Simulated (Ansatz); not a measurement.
## Electronic structure of ScAl9 (amorphous cell) in real space

Input file:

```
crystal:
  lattice:
    - [8.163471, 0.036846, -0.032319]
    - [0.029959, 6.341656, -0.040506]
    - [-0.011806, -0.038028, 6.665524]
  atoms:
    - { symbol: Al, position: [0.5358702627, 0.7399076405, 0.536697179] }
    - { symbol: Al, position: [0.2743171938, 0.4552070216, 0.4367982895] }
    - { symbol: Al, position: [0.5193606083, 0.9503070505, 0.9514280761] }
    - { symbol: Al, position: [0.516972191, 0.5480560384, 0.1389253026] }
    - { symbol: Al, position: [0.2631649636, 0.6468758749, 0.8476306225] }
    - { symbol: Al, position: [0.7722807997, 0.256231154, 0.037474957] }
    - { symbol: Al, position: [0.753324448, 0.0643371137, 0.6396687473] }
    - { symbol: Al, position: [0.2698558449, 0.8433514579, 0.2396113821] }
    - { symbol: Al, position: [0.0216302904, 0.5470747839, 0.1392738264] }
    - { symbol: Al, position: [0.2676124299, 0.2572041631, 0.0371434985] }
    - { symbol: Al, position: [0.0260762561, 0.1573708613, 0.3287557762] }
    - { symbol: Al, position: [0.5211794006, 0.363446741, 0.7478172418] }
    - { symbol: Al, position: [0.0193930611, 0.9609261803, 0.9368045112] }
    - { symbol: Al, position: [0.7713486406, 0.6498704852, 0.8472315995] }
    - { symbol: Al, position: [0.0149025388, 0.3490400252, 0.7395676955] }
    - { symbol: Al, position: [0.7680831136, 0.4408493599, 0.4285967403] }
    - { symbol: Al, position: [0.7698837247, 0.8539733342, 0.2249848892] }
    - { symbol: Al, position: [0.5179019852, 0.1544223274, 0.3291723579] }
    - { symbol: Sc, position: [0.0049844556, 0.754155046, 0.5340878903] }
    - { symbol: Sc, position: [0.2842849578, 0.0501437854, 0.6423522059] }
basis:
  ecutwfc: 420
kpoints:
  mp_grid: { grid: [4, 5, 5] }
hamiltonian:
  xc: pbe
scf:
  occupations: { method: gaussian, width: 0.1 }
  n_extra_bands: 10
output:
  forces: true
  stress: true
  eigenvalues: true
  populations: true
  dos:
    method: { smearing: { sigma: 0.1, scheme: gaussian } }
    projected: true
    de: 0.02
  write_density: true
  write_potential: true
  elf: true
  volumetric_format: npy
```

Launched as:

```sh
ansatz run input.yaml --threads 2 --pin off --max-ram 5120MiB --backend cpu --events-out ev --progress --plain --runs-dir out
```

Theory: Ansatz, DFT PBE, scalar-relativistic, plane waves, PAW.

Core electrons are frozen (PAW), and the valence fields are smoothed inside the atomic spheres.

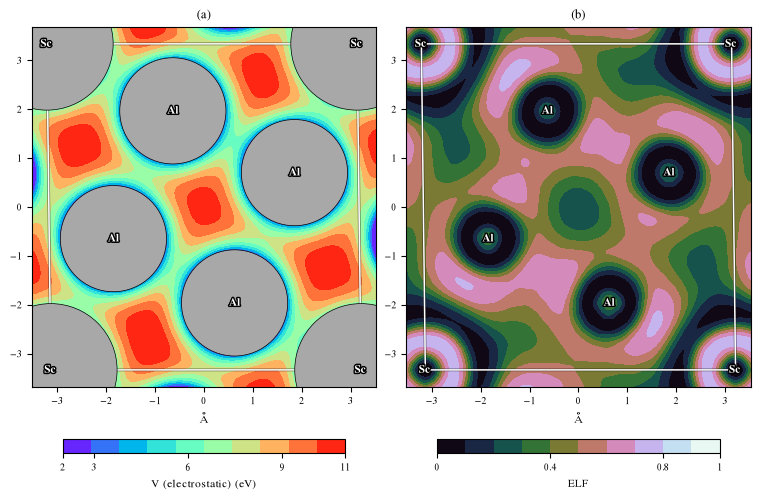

Figure 1. (a) electrostatic potential (local pseudopotential plus Hartree) felt by an electron; (b) electron localisation function on the (100) plane of the calculation cell. Grey discs cover the atomic cores in the potential map.

Read the bonding off the picture.

Answer. The plane passes through Al and Sc nuclei.
Al–Al (2.79 Å): the ELF peaks at about 0.65 between the atoms.
Al–Al (2.80 Å): the ELF peaks at about 0.70 between the atoms.
Al–Al (2.88 Å): the ELF peaks at about 0.65 between the atoms.
Sc–Al (2.92 Å): the ELF peaks at about 0.70 in the valence shell of Al, 1.1 Å from its nucleus, and is about 0.35 at the midpoint.
The features right at Sc lie inside the PAW spheres, where the map follows smoothed inner orbitals and isn't to be read closely.
Outside the cores the potential energy rises away from the atoms and is highest about 1.9 Å from the nearest atoms; its zero is arbitrary.

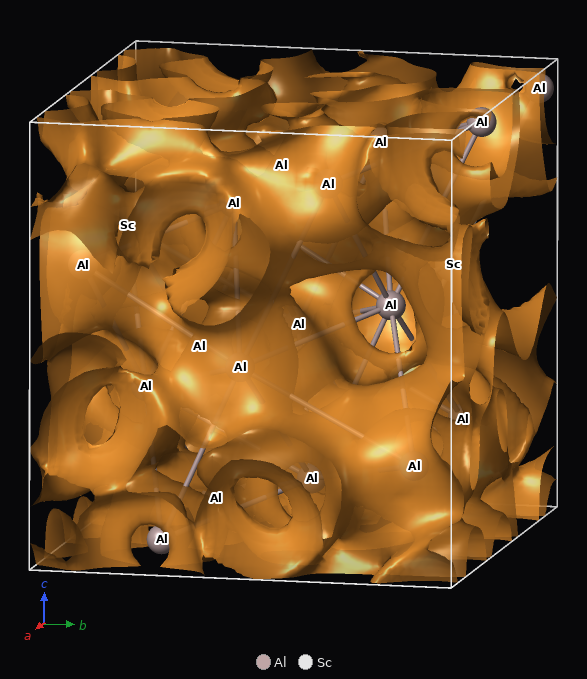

Figure 2. Isosurface of the electron localisation function at 0.55 (orange), seen slightly off an axis. Core shells and regions of very low density are left out. Sticks mark near contacts.

Describe the localisation domains.

Answer. The surface consists of one network that runs through the whole crystal, counted in one cell of 20 atoms. Regions shared between cells count once.


Al–Al (2.76 Å): the ELF peaks at about 0.65 between the atoms. Sc–Al (2.86 Å): the ELF peaks at about 0.70 in the valence shell of Al, 1.0 Å from its nucleus, and is about 0.35 at the midpoint.

Does the calculation give a band gap?

Answer. It is gapless in this calculation (a metal or semimetal).
